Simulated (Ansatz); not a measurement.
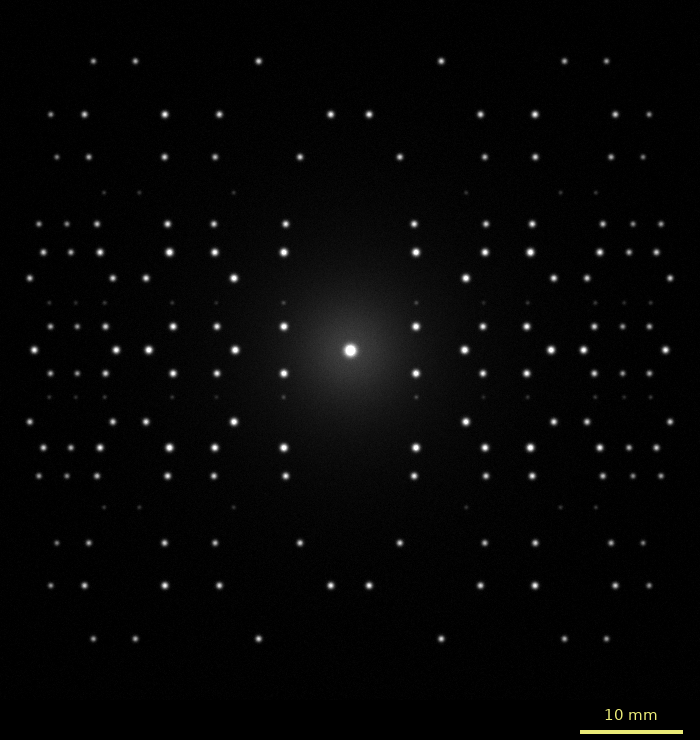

Simulated X-ray rotation photograph: Mo Kα radiation (λ = 0.7107 Å), cylindrical film of radius 30.0 mm unrolled, rotation axis vertical and normal to the beam, kinematic intensities without Lorentz or polarisation factors, the film spanning ±63° about the beam; spots down to d = 0.67 Å.

Measure the layer lines and find the identity period along the axis.

Answer. The first layer line lies 2.3 mm from the equator, so tan ν = 0.077, sin ν = 0.076 and the period is λ/sin ν = 9.29 Å. Further lines follow at 4.6, 7.1, 9.6, 12.4, 15.5, 19.0, 23.2, 28.5 mm.

The crystal is AlP, space group F-43m (No. 216), a = 5.365 Å. Structure: the geometry relaxed (final pressure about 5.2 GPa) with Ansatz 0.2.0, DFT r2SCAN+D3(BJ), scalar-relativistic, plane waves, PAW; the starting structure was generated, so it need not be a known form of this composition.

About which axis was it rotated?

Answer. About [111] (or an equivalent direction), whose length in the conventional cell is 9.292 Å.
